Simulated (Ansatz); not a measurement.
Cell and atoms:

```yaml
crystal:
  lattice:
    - [5.20753, 0.00000, 0.00000]
    - [0.00000, 5.20753, 0.00000]
    - [0.00000, 0.00000, 5.44187]
  atoms:
    - { symbol: Si, position: [0.00000, 0.00000, 0.00000] }
    - { symbol: W, position: [0.00000, 0.00000, 0.50000] }
    - { symbol: W, position: [0.00000, 0.50000, 0.00000] }
    - { symbol: W, position: [0.50000, 0.00000, 0.00000] }
    - { symbol: Si, position: [0.50000, 0.50000, 0.50000] }
    - { symbol: W, position: [0.50000, 0.50000, 0.00000] }
    - { symbol: W, position: [0.50000, 0.00000, 0.50000] }
    - { symbol: W, position: [0.00000, 0.50000, 0.50000] }
```

Q: Characterise the structure given above.

A: The stoichiometry is SiW3. It takes space group I4/mmm (No. 139) on a body-centred tetragonal lattice. The cell has 8 atoms, namely 2 Si, 6 W. About every Si there are six W in an octahedral arrangement at 2.60 to 2.72 Å. The W atoms are each bonded to four W and two Si in an octahedral arrangement (2.60 to 2.72 Å to W, 2.60 to 2.72 Å to Si). The bonds build a three-dimensional framework.

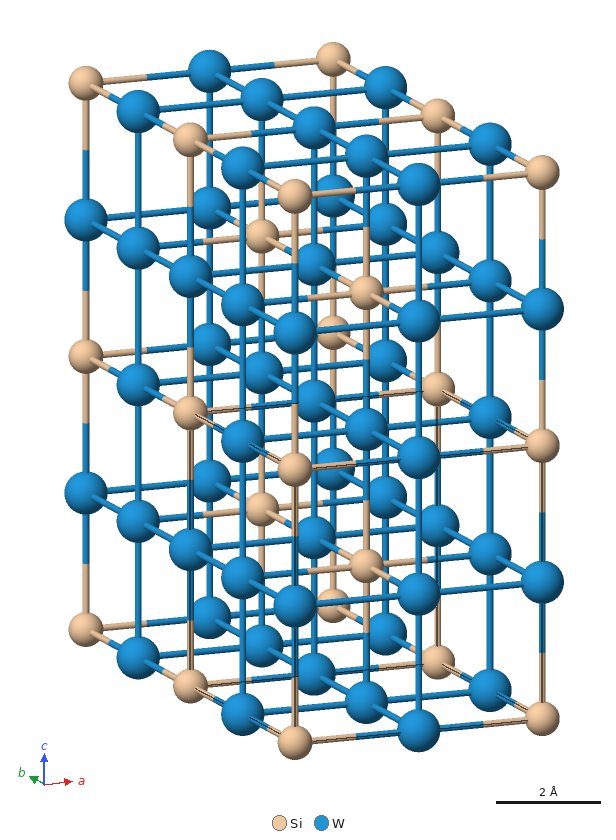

Ball-and-stick representation of a periodic structure, projected slightly off an axis. A 1×2×2 array of cells is drawn; the conventional unit cell has the solid edges.

The structure was taken from a structure listed in the Materials Project. The cell was then strained or its atoms displaced on purpose. It went into a calculation with Ansatz.

At this level of theory the run's own cell isn't at rest (stretched, at -7 GPa), so its distances can differ from those at equilibrium, the more so the softer the solid.
